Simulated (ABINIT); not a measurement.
Single-point calculation of Ti (part 2 of 3)

Ti (2 atoms in the cell); Kohn-Sham DFT of a periodic cell, PBE, SG15 NC PBE v1.2, no spin polarisation (ABINIT 10.8.3); cutoff 707.5 eV, 6×6×4 k-mesh, methfessel-paxton of 0.025 eV. The structure derives from an entry of the Crystallography Open Database.

Geometry of the input (Å; fractional positions):
```
2.9500  0.0000  0.0000
-1.4750  2.5548  0.0000
0.0000  0.0000  4.6800
Ti 0.6862  0.3269  0.7485
Ti 0.3380  0.6729  0.2487
```

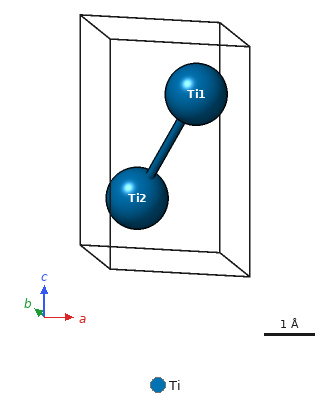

**Figure 1.** The structure as given in the input (ball-and-stick view of the cell of the calculation, seen slightly off an axis; atoms are numbered from 1 in the order of the input). An atom can appear more than once, as a periodic image.

The program's output, continued
```
  2.31E-16 1.65E-16 1.96E-16 1.14E-16 8.42E-17 1.30E-16 7.48E-17 4.99E-17
  1.87E-16 1.51E-16 1.04E-15 3.08E-15 4.46E-10 1.96E-09 1.43E-08 5.49E-06
  -0.1667  0.1667  0.2500    1  1.60466E-05 kpt; spin; max resid(k); each band:
  2.03E-16 1.37E-16 2.06E-16 6.42E-17 1.38E-16 4.06E-17 8.48E-17 4.44E-17
  1.49E-16 1.84E-16 1.58E-13 1.84E-11 3.77E-10 3.57E-07 3.45E-07 1.60E-05
   0.0000  0.3333  0.2500    1  1.00640E-04 kpt; spin; max resid(k); each band:
  2.02E-16 1.27E-16 2.09E-16 1.38E-16 6.88E-17 1.40E-16 1.47E-16 1.05E-16
  1.88E-16 1.87E-16 6.74E-16 8.13E-15 3.63E-11 3.10E-10 2.20E-09 1.01E-04
   0.1667  0.3333  0.2500    1  1.11202E-05 kpt; spin; max resid(k); each band:
  1.81E-16 1.76E-16 1.99E-16 1.39E-16 9.63E-17 1.37E-16 5.84E-17 4.56E-17
  1.82E-16 2.26E-16 2.82E-16 8.85E-16 1.09E-14 5.14E-12 8.41E-10 1.11E-05
   0.3333  0.3333  0.2500    1  2.79539E-06 kpt; spin; max resid(k); each band:
  1.35E-16 1.61E-16 1.20E-16 1.83E-16 1.93E-16 1.56E-16 1.36E-16 9.30E-17
  1.14E-16 3.47E-16 3.20E-16 3.58E-16 4.68E-15 1.63E-13 2.42E-09 2.80E-06
   0.5000  0.3333  0.2500    1  7.72065E-05 kpt; spin; max resid(k); each band:
  1.54E-16 1.30E-16 1.90E-16 2.06E-16 1.02E-16 5.10E-17 1.31E-16 6.91E-17
  1.38E-16 2.00E-16 1.87E-16 1.54E-15 2.21E-13 6.63E-12 4.11E-09 7.72E-05
  -0.3333  0.3333  0.2500    1  7.38717E-05 kpt; spin; max resid(k); each band:
  1.77E-16 1.19E-16 1.72E-16 1.97E-16 1.15E-16 4.65E-17 1.40E-16 4.55E-17
  1.57E-16 2.13E-16 4.20E-16 1.75E-14 2.06E-10 2.25E-09 5.20E-09 7.39E-05
  -0.1667  0.3333  0.2500    1  6.30856E-06 kpt; spin; max resid(k); each band:
  1.62E-16 7.09E-17 1.80E-16 1.49E-16 1.15E-16 9.92E-17 1.39E-16 1.08E-16
  1.47E-16 1.70E-16 6.93E-16 1.48E-15 3.66E-11 4.78E-11 6.34E-09 6.31E-06
   0.0000  0.5000  0.2500    1  1.06850E-05 kpt; spin; max resid(k); each band:
  1.35E-16 1.30E-16 2.37E-16 1.75E-16 1.41E-16 1.34E-16 1.06E-16 1.28E-16
  1.04E-16 1.79E-16 2.59E-16 2.94E-16 1.28E-11 6.16E-12 2.56E-11 1.07E-05
   0.1667  0.5000  0.2500    1  1.73838E-06 kpt; spin; max resid(k); each band:
  9.07E-17 1.22E-16 1.41E-16 1.63E-16 9.78E-17 9.48E-17 1.15E-16 1.79E-17
  1.01E-16 2.06E-16 8.54E-17 4.38E-15 4.61E-13 8.29E-12 7.04E-10 1.74E-06
   0.3333  0.5000  0.2500    1  4.20252E-06 kpt; spin; max resid(k); each band:
  9.33E-17 1.17E-16 1.89E-16 1.55E-16 1.47E-16 1.47E-16 3.12E-17 4.21E-17
  1.17E-16 1.52E-16 4.08E-16 2.23E-15 2.29E-13 3.13E-12 8.24E-10 4.20E-06
   0.5000  0.5000  0.2500    1  1.65049E-05 kpt; spin; max resid(k); each band:
  1.29E-16 1.00E-16 2.43E-16 1.87E-16 1.36E-16 4.28E-17 1.29E-16 4.31E-17
  7.49E-17 1.57E-16 3.50E-16 2.66E-16 2.12E-12 5.02E-12 1.60E-12 1.65E-05
  -0.3333  0.5000  0.2500    1  4.77415E-05 kpt; spin; max resid(k); each band:
  1.47E-16 7.76E-17 1.71E-16 1.85E-16 1.07E-16 3.98E-17 1.13E-16 1.30E-16
  1.28E-16 1.96E-16 3.78E-16 2.04E-15 1.29E-12 4.61E-11 4.31E-10 4.77E-05
  -0.1667  0.5000  0.2500    1  7.03107E-05 kpt; spin; max resid(k); each band:
  1.82E-16 8.96E-17 1.93E-16 1.71E-16 1.31E-16 8.93E-17 3.49E-17 1.52E-16
  1.36E-16 2.61E-16 2.48E-16 3.10E-15 9.96E-13 4.38E-11 2.07E-09 7.03E-05
   0.0000 -0.3333  0.2500    1  4.22411E-05 kpt; spin; max resid(k); each band:
  1.82E-16 1.23E-16 1.17E-16 1.83E-16 1.60E-16 1.27E-16 3.77E-17 1.27E-16
  1.09E-16 2.65E-16 8.01E-16 2.32E-14 3.73E-11 1.25E-09 3.88E-10 4.22E-05
   0.1667 -0.3333  0.2500    1  6.58682E-05 kpt; spin; max resid(k); each band:
  1.82E-16 1.26E-16 9.37E-17 7.79E-17 5.21E-17 3.41E-17 2.75E-17 3.44E-17
  9.80E-17 5.08E-16 2.50E-15 1.55E-15 8.80E-11 7.72E-10 6.53E-08 6.59E-05
   0.3333 -0.3333  0.2500    1  8.22599E-05 kpt; spin; max resid(k); each band:
  2.06E-16 1.39E-16 1.55E-16 1.58E-16 1.01E-16 4.51E-17 6.34E-17 4.00E-17
  1.04E-16 2.21E-16 3.67E-16 2.23E-13 4.33E-10 2.71E-09 8.01E-10 8.23E-05
   0.5000 -0.3333  0.2500    1  1.81184E-05 kpt; spin; max resid(k); each band:
  1.87E-16 1.41E-16 1.95E-16 2.01E-16 1.20E-16 7.69E-17 5.52E-17 1.15E-16
  9.40E-17 2.20E-16 4.29E-16 1.85E-15 1.30E-13 1.90E-12 1.45E-10 1.81E-05
  -0.3333 -0.3333  0.2500    1  1.64590E-04 kpt; spin; max resid(k); each band:
  1.87E-16 1.50E-16 1.69E-16 1.49E-16 1.91E-16 1.55E-16 9.35E-17 1.43E-16
  3.55E-16 3.86E-16 3.17E-16 3.64E-16 1.41E-14 3.20E-14 1.55E-08 1.65E-04
  -0.1667 -0.3333  0.2500    1  4.40930E-06 kpt; spin; max resid(k); each band:
  1.94E-16 1.49E-16 1.57E-16 1.65E-16 1.22E-16 4.40E-17 8.20E-17 1.51E-16
  1.23E-16 1.92E-16 2.14E-16 1.54E-15 3.82E-14 2.21E-13 4.12E-10 4.41E-06
   0.0000 -0.1667  0.2500    1  1.07211E-05 kpt; spin; max resid(k); each band:
  2.30E-16 1.72E-16 1.63E-16 1.46E-16 1.40E-16 1.35E-16 3.50E-17 1.17E-16
  1.14E-16 2.45E-16 1.19E-13 9.89E-11 3.61E-08 2.87E-07 4.18E-07 1.07E-05
   0.1667 -0.1667  0.2500    1  7.90097E-06 kpt; spin; max resid(k); each band:
  2.33E-16 1.78E-16 1.63E-16 1.06E-16 1.16E-16 5.13E-17 5.45E-17 3.99E-17
  1.09E-16 2.06E-16 5.66E-13 1.86E-10 1.96E-08 2.00E-07 6.04E-08 7.90E-06
   0.3333 -0.1667  0.2500    1  2.84908E-06 kpt; spin; max resid(k); each band:
  2.30E-16 1.65E-16 1.13E-16 2.04E-16 1.66E-16 1.10E-16 9.26E-17 1.15E-16
  1.42E-16 3.82E-16 9.52E-16 4.78E-15 5.96E-11 1.31E-10 5.50E-10 2.85E-06
   0.5000 -0.1667  0.2500    1  8.22103E-05 kpt; spin; max resid(k); each band:
  2.10E-16 2.11E-16 1.16E-16 2.02E-16 6.66E-17 7.84E-17 1.39E-16 5.60E-17
  1.62E-16 2.46E-16 3.04E-16 3.50E-15 1.54E-13 3.75E-12 7.92E-10 8.22E-05
  -0.3333 -0.1667  0.2500    1  2.94502E-07 kpt; spin; max resid(k); each band:
  2.14E-16 2.07E-16 1.60E-16 1.33E-16 7.56E-17 1.36E-16 8.99E-17 6.65E-17
  2.26E-16 2.25E-16 1.85E-16 3.60E-15 8.03E-14 2.68E-13 3.10E-09 2.95E-07
  -0.1667 -0.1667  0.2500    1  1.57551E-07 kpt; spin; max resid(k); each band:
  2.30E-16 1.59E-16 1.40E-16 1.56E-16 1.23E-16 1.44E-16 1.26E-16 9.93E-17
  1.67E-16 3.23E-16 7.15E-16 4.43E-15 1.33E-11 3.60E-11 1.44E-08 1.58E-07
   0.0000  0.0000  0.5000    1  1.10062E-09 kpt; spin; max resid(k); each band:
  2.23E-16 1.78E-16 1.58E-16 1.69E-16 1.25E-16 1.23E-16 5.75E-17 5.62E-17
  1.00E-16 1.78E-16 1.21E-14 1.00E-12 7.83E-11 1.14E-10 1.10E-09 1.65E-10
   0.1667  0.0000  0.5000    1  9.43495E-10 kpt; spin; max resid(k); each band:
  2.25E-16 1.78E-16 1.45E-16 1.68E-16 1.05E-16 1.94E-17 9.28E-17 1.05E-16
  1.17E-16 1.83E-16 4.43E-14 4.19E-13 1.36E-10 1.73E-11 9.43E-10 8.03E-10
   0.3333  0.0000  0.5000    1  1.69209E-08 kpt; spin; max resid(k); each band:
  2.38E-16 2.01E-16 1.52E-16 1.89E-16 1.10E-16 1.20E-16 9.29E-17 1.11E-16
  1.88E-16 2.38E-16 6.96E-16 5.21E-16 3.74E-12 2.32E-12 1.69E-08 4.18E-12
   0.5000  0.0000  0.5000    1  1.34349E-09 kpt; spin; max resid(k); each band:
  2.27E-16 2.19E-16 1.77E-16 2.31E-16 1.34E-17 1.51E-16 9.02E-17 1.04E-16
  1.39E-16 2.05E-16 3.94E-16 4.83E-16 1.84E-13 4.40E-12 2.99E-10 1.34E-09
   0.0000  0.1667  0.5000    1  7.78557E-09 kpt; spin; max resid(k); each band:
  2.21E-16 1.56E-16 1.58E-16 1.68E-16 1.22E-16 8.50E-17 1.28E-16 9.84E-17
  1.01E-16 1.69E-16 2.87E-13 5.46E-13 8.95E-11 6.81E-11 2.49E-09 7.79E-09
   0.1667  0.1667  0.5000    1  2.67038E-09 kpt; spin; max resid(k); each band:
  2.50E-16 1.73E-16 1.45E-16 1.44E-16 1.76E-16 4.37E-17 1.07E-16 1.06E-16
  1.83E-16 1.97E-16 9.17E-16 9.13E-15 1.15E-12 8.63E-14 1.63E-09 2.67E-09
   0.3333  0.1667  0.5000    1  1.21373E-08 kpt; spin; max resid(k); each band:
  2.37E-16 1.89E-16 1.58E-16 1.40E-16 1.46E-16 1.22E-16 1.21E-16 3.19E-17
  1.80E-16 1.92E-16 8.71E-16 2.07E-15 2.55E-14 5.34E-14 3.97E-09 1.21E-08
   0.5000  0.1667  0.5000    1  7.02019E-09 kpt; spin; max resid(k); each band:
  1.85E-16 2.13E-16 1.31E-16 2.09E-16 1.42E-16 1.38E-16 1.30E-16 2.69E-17
  1.67E-16 2.10E-16 3.55E-16 1.79E-15 2.42E-14 1.85E-14 3.77E-09 7.02E-09
  -0.3333  0.1667  0.5000    1  1.67810E-08 kpt; spin; max resid(k); each band:
  1.89E-16 2.04E-16 1.61E-16 2.04E-16 1.19E-16 1.40E-16 1.35E-16 7.08E-17
  1.64E-16 1.94E-16 1.64E-15 1.36E-14 2.00E-12 1.19E-12 1.68E-08 9.79E-09
  -0.1667  0.1667  0.5000    1  1.49912E-09 kpt; spin; max resid(k); each band:
  1.93E-16 1.82E-16 1.55E-16 1.87E-16 1.21E-16 1.32E-16 4.26E-17 4.07E-17
  1.14E-16 1.67E-16 1.57E-13 4.64E-13 1.36E-14 1.60E-14 1.50E-09 7.23E-13
   0.0000  0.3333  0.5000    1  9.09457E-09 kpt; spin; max resid(k); each band:
  1.89E-16 1.19E-16 1.83E-16 2.01E-16 1.38E-16 1.28E-16 1.45E-16 7.29E-17
  8.89E-17 1.87E-16 1.52E-15 9.57E-16 2.90E-12 9.68E-13 9.09E-09 2.40E-11
   0.1667  0.3333  0.5000    1  1.01620E-08 kpt; spin; max resid(k); each band:
  2.17E-16 1.46E-16 1.72E-16 1.78E-16 1.61E-16 9.72E-17 1.46E-16 3.30E-17
  1.12E-16 1.56E-16 1.68E-15 2.21E-15 1.09E-14 1.09E-13 1.02E-08 1.18E-10
   0.3333  0.3333  0.5000    1  7.45927E-09 kpt; spin; max resid(k); each band:
  1.41E-16 1.71E-16 1.87E-16 8.69E-17 1.79E-16 1.66E-16 1.42E-16 1.98E-17
  2.06E-16 3.72E-16 1.76E-16 1.72E-16 2.13E-15 5.02E-16 4.96E-10 7.46E-09
   0.5000  0.3333  0.5000    1  6.71489E-09 kpt; spin; max resid(k); each band:
  1.17E-16 1.85E-16 1.90E-16 1.84E-16 6.32E-17 1.42E-16 1.41E-16 2.64E-17
  1.30E-16 1.19E-16 2.36E-15 1.85E-15 1.95E-14 1.88E-13 3.36E-09 6.71E-09
  -0.3333  0.3333  0.5000    1  4.00152E-08 kpt; spin; max resid(k); each band:
  1.25E-16 1.54E-16 1.97E-16 2.23E-16 1.24E-16 7.79E-17 5.13E-17 3.86E-17
  1.55E-16 8.63E-17 1.01E-15 3.07E-16 5.04E-13 4.77E-12 1.42E-08 4.00E-08
  -0.1667  0.3333  0.5000    1  4.45782E-09 kpt; spin; max resid(k); each band:
  1.37E-16 1.19E-16 1.76E-16 1.96E-16 1.39E-16 1.26E-16 8.85E-17 4.15E-17
  1.38E-16 1.53E-16 8.73E-16 8.06E-16 8.01E-13 7.13E-14 4.46E-09 4.34E-09
   0.0000  0.5000  0.5000    1  3.98958E-05 kpt; spin; max resid(k); each band:
  1.50E-16 1.04E-16 1.73E-16 2.18E-16 2.16E-17 8.62E-17 1.49E-16 3.52E-17
  6.13E-17 1.47E-16 2.19E-16 1.27E-15 1.38E-08 3.07E-09 1.38E-07 3.99E-05
   0.1667  0.5000  0.5000    1  3.16669E-09 kpt; spin; max resid(k); each band:
  1.25E-16 1.02E-16 1.80E-16 2.01E-16 1.49E-16 1.29E-16 1.51E-16 2.60E-17
  1.24E-16 1.45E-16 1.68E-15 4.46E-16 3.82E-14 5.78E-14 2.24E-09 3.17E-09
   0.3333  0.5000  0.5000    1  5.53062E-08 kpt; spin; max resid(k); each band:
  7.70E-17 1.18E-16 1.42E-16 1.82E-16 9.17E-17 1.30E-16 1.11E-16 7.81E-17
  1.15E-16 1.16E-16 7.69E-16 4.18E-15 5.54E-14 7.45E-14 8.15E-09 5.53E-08
   0.5000  0.5000  0.5000    1  2.01967E-07 kpt; spin; max resid(k); each band:
  6.76E-17 1.24E-16 1.54E-16 2.14E-16 1.13E-16 1.81E-17 5.19E-17 3.74E-17
  9.66E-17 7.11E-17 7.57E-16 2.67E-16 9.52E-11 1.01E-10 2.67E-08 2.02E-07
 reduced coordinates (array xred) for    2 atoms
       0.686162000000      0.326880000000      0.748487000000
       0.337973000000      0.672908000000      0.248730000000
 rms dE/dt=  8.0395E-03; max dE/dt=  1.0095E-02; dE/dt below (all hartree)
    1       0.010095390156     -0.009589567999      0.000161887922
    2      -0.010095390156      0.009589567999     -0.000161887922

 cartesian coordinates (angstrom) at end:
    1      1.54202989893249     0.83510483222427     3.50291915760433
    2      0.00448104997912     1.71912849499011     1.16405639920389

 cartesian forces (hartree/bohr) at end:
    1     -0.00181093234094     0.00094077000913    -0.00001830499983
    2      0.00181093234094    -0.00094077000913     0.00001830499983
 frms,max,avg= 1.1782557E-03 1.8109323E-03   0.000E+00  0.000E+00  0.000E+00 h/b

 cartesian forces (eV/Angstrom) at end:
    1     -0.09312188509405     0.04837633892197    -0.00094128093701
    2      0.09312188509405    -0.04837633892197     0.00094128093701
 frms,max,avg= 6.0588342E-02 9.3121885E-02   0.000E+00  0.000E+00  0.000E+00 e/A
 length scales=  5.574692067600  5.574692067700  8.843918263200 bohr
              =  2.949999997974  2.949999998027  4.679999996799 angstroms
 Fermi (or HOMO) energy (eV) =   8.29834   Average Vxc (eV)= -11.47413
 Eigenvalues (   eV  ) for nkpt=  76  k points:
 kpt#   1, nband= 16, wtk=  0.00694, kpt=  0.0000  0.0000  0.0000 (reduced coord)
 -48.65836  -48.52905  -25.23896  -24.63099  -24.61624  -24.56126  -24.53707  -24.51942
   2.03777    5.55562    8.89479    8.95186    9.02027    9.04618    9.46130    9.57308
 kpt#   2, nband= 16, wtk=  0.01389, kpt=  0.1667  0.0000  0.0000 (reduced coord)
 -48.63355  -48.52010  -25.18132  -24.73854  -24.65650  -24.63974  -24.58776  -24.54690
   2.78218    6.10575    7.92529    8.18761    9.09752    9.39268    9.55117    9.58983
 kpt#   3, nband= 16, wtk=  0.01389, kpt=  0.3333  0.0000  0.0000 (reduced coord)
 -48.57858  -48.50714  -25.03952  -24.96197  -24.85844  -24.72568  -24.66691  -24.58130
   4.59263    6.53909    6.84409    7.59780    8.90145    8.95814    8.98444   10.83678
 kpt#   4, nband= 16, wtk=  0.00694, kpt=  0.5000  0.0000  0.0000 (reduced coord)
 -48.54315  -48.50850  -25.07468  -24.96267  -24.92735  -24.75846  -24.74757  -24.59968
   5.91680    6.08819    6.44998    7.54258    8.68860    8.74191    9.31767   11.52945
 kpt#   5, nband= 16, wtk=  0.01389, kpt=  0.0000  0.1667  0.0000 (reduced coord)
 -48.63360  -48.52006  -25.18155  -24.73798  -24.65704  -24.63998  -24.58751  -24.54665
   2.78208    6.10472    7.92158    8.19020    9.09800    9.39040    9.53155    9.58162
 kpt#   6, nband= 16, wtk=  0.01389, kpt=  0.1667  0.1667  0.0000 (reduced coord)
 -48.59280  -48.50994  -25.07751  -24.85953  -24.83791  -24.68796  -24.64475  -24.60819
   4.09769    6.79336    7.14798    7.43924    8.68456    8.97292    9.41725    9.98565
 kpt#   7, nband= 16, wtk=  0.01389, kpt=  0.3333  0.1667  0.0000 (reduced coord)
 -48.54365  -48.50793  -25.01503  -24.93053  -24.92450  -24.79569  -24.74439  -24.66465
   5.87892    6.60444    6.61391    7.27084    8.45196    8.80979    9.33343   10.91615
 kpt#   8, nband= 16, wtk=  0.01389, kpt=  0.5000  0.1667  0.0000 (reduced coord)
 -48.54657  -48.50503  -25.01645  -24.94512  -24.92329  -24.79640  -24.72945  -24.66325
   5.87498    6.58183    6.63464    7.24625    8.46288    8.81242    9.27929   10.96427
 kpt#   9, nband= 16, wtk=  0.01389, kpt= -0.3333  0.1667  0.0000 (reduced coord)
 -48.59545  -48.50735  -25.09042  -24.85185  -24.84679  -24.69420  -24.63123  -24.59968
   4.09288    6.76231    7.07212    7.46833    8.77176    8.88994    9.38150   10.08759
 kpt#  10, nband= 16, wtk=  0.01389, kpt= -0.1667  0.1667  0.0000 (reduced coord)
 -48.63459  -48.51909  -25.18628  -24.73095  -24.66542  -24.64797  -24.58248  -24.53676
   2.78007    6.08270    7.85291    8.23537    9.11245    9.39399    9.47970    9.64402
 kpt#  11, nband= 16, wtk=  0.01389, kpt=  0.0000  0.3333  0.0000 (reduced coord)
 -48.57881  -48.50692  -25.04064  -24.96182  -24.85815  -24.72608  -24.66575  -24.58127
   4.59178    6.53631    6.83701    7.59920    8.90711    8.96201    8.99034   10.81406
 kpt#  12, nband= 16, wtk=  0.01389, kpt=  0.1667  0.3333  0.0000 (reduced coord)
 -48.54395  -48.50763  -25.01500  -24.93203  -24.92428  -24.79581  -24.74285  -24.66473
   5.87747    6.59957    6.61270    7.27134    8.45415    8.81588    9.33739   10.94816
 kpt#  13, nband= 16, wtk=  0.01389, kpt=  0.3333  0.3333  0.0000 (reduced coord)
 -48.52231  -48.51221  -24.99073  -24.88749  -24.88528  -24.85498  -24.80354  -24.77397
   6.56321    6.82107    6.83530    6.91711    8.36390    8.50220    9.67961   11.26588
 kpt#  14, nband= 16, wtk=  0.01389, kpt=  0.5000  0.3333  0.0000 (reduced coord)
 -48.55170  -48.49996  -25.02029  -24.97072  -24.91963  -24.79907  -24.70319  -24.65930
   5.84366    6.48820    6.59831    7.26174    8.46340    8.96337    9.38798   10.89816
 kpt#  15, nband= 16, wtk=  0.01389, kpt= -0.3333  0.3333  0.0000 (reduced coord)
 -48.58326  -48.50255  -25.06258  -24.96430  -24.85644  -24.73104  -24.64287  -24.57393
   4.57456    6.47215    6.70809    7.62214    8.87914    9.07304    9.21369   10.82482
 kpt#  16, nband= 16, wtk=  0.01389, kpt= -0.1667  0.3333  0.0000 (reduced coord)
 -48.59557  -48.50723  -25.09101  -24.85115  -24.84705  -24.69478  -24.63061  -24.59950
   4.09264    6.76112    7.06841    7.47013    8.77859    8.88514    9.37741   10.08422
 kpt#  17, nband= 16, wtk=  0.00694, kpt=  0.0000  0.5000  0.0000 (reduced coord)
 -48.54377  -48.50789  -25.07474  -24.96213  -24.93043  -24.75880  -24.74442  -24.59971
   5.91137    6.08921    6.44156    7.54456    8.69630    8.74851    9.32113   11.68121
 kpt#  18, nband= 16, wtk=  0.01389, kpt=  0.1667  0.5000  0.0000 (reduced coord)
 -48.54696  -48.50465  -25.01646  -24.94706  -24.92276  -24.79678  -24.72747  -24.66332
   5.87330    6.57588    6.63452    7.24583    8.46772    8.81640    9.28021   10.95530
 kpt#  19, nband= 16, wtk=  0.01389, kpt=  0.3333  0.5000  0.0000 (reduced coord)
 -48.55180  -48.49986  -25.02031  -24.97124  -24.91932  -24.79933  -24.70265  -24.65929
   5.84343    6.48714    6.59934    7.26085    8.46537    8.96196    9.38490   10.89813
 kpt#  20, nband= 16, wtk=  0.00694, kpt=  0.5000  0.5000  0.0000 (reduced coord)
```
